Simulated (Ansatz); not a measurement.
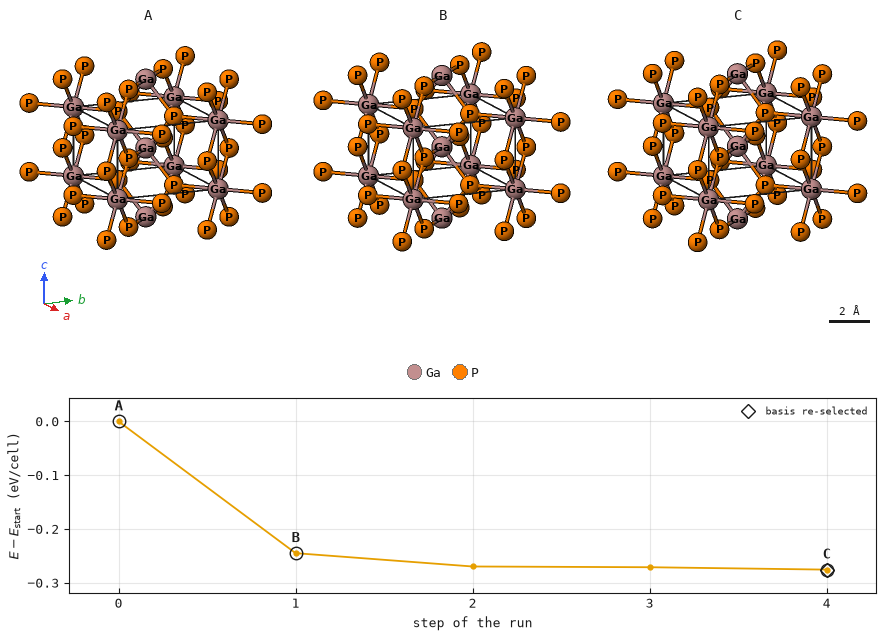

Frames of a relaxation of crystalline GaP2 (built on the rutile_136 type) (coarse preliminary run), marked on the history of the run. Style: ball-and-stick. Shown: the cell of the calculation, slightly off an axis.

Case: rutile type (P4_2/mnm, No. 136).

The calculation used Ansatz 0.2.0, DFT PBE, scalar-relativistic, plane waves, PAW. (plane-wave cutoff 420 eV; k-point mesh 4 × 4 × 6; occupations gaussian; smearing width 0.1 eV; no spin polarisation; cell and atoms relaxed; force threshold 0.04 eV/Å; at most 70 steps)

What happens along the run?

Answer. The energy falls by 0.275 eV per cell of the calculation in 3 accepted moves (4 points after the start). The largest force component goes from 0.064 to 0.0038 eV/Å. The pressure goes from 8.18 to 0.07 GPa. At 1 point the geometry stayed and the basis and grid were re-selected for the new cell (energy shift of 4.5 meV per cell of the calculation at most each time). The largest moves relative to the cell, 0.039 Å, are those of P atoms. Ga stays in place. Cell: a = b 5.559 → 5.687 Å (+2.3 %), c 3.580 → 3.772 Å (+5.3 %). Volume +10.2 %. Near-neighbour distances that change, for instance: Ga–P 2.406 → 2.499 Å, Ga–P 2.352 → 2.423 Å. Bond angles that change, for instance: Ga–P–Ga 99.1° → 102.2°, P–Ga–P 99.1° → 102.2°, P–Ga–P 80.9° → 77.8°. The space group stays P4_2/mnm (No. 136). Cost: 28 s on 1 thread of Arm Neoverse V1, with other jobs on the host, peak memory 0.39 GiB. From step 0 to 1: P atoms move most (0.02 Å), volume +6.8 %, energy −0.245 eV per cell of the calculation. From step 1 to 4: volume +3.2 %, energy −30.6 meV per cell of the calculation.

```csv
step,"E − E(0), meV/atom","largest force component, eV/Å","pressure, GPa","volume, Å³/atom",note
0,0.00,0.0642,8.18,18.439,
1,-40.79,0.0180,2.22,19.696,
2,-44.92,0.0066,0.38,20.215,
3,-45.15,0.0035,0.02,20.328,
4,-45.89,0.0038,0.07,20.328,"same geometry, new basis"
```
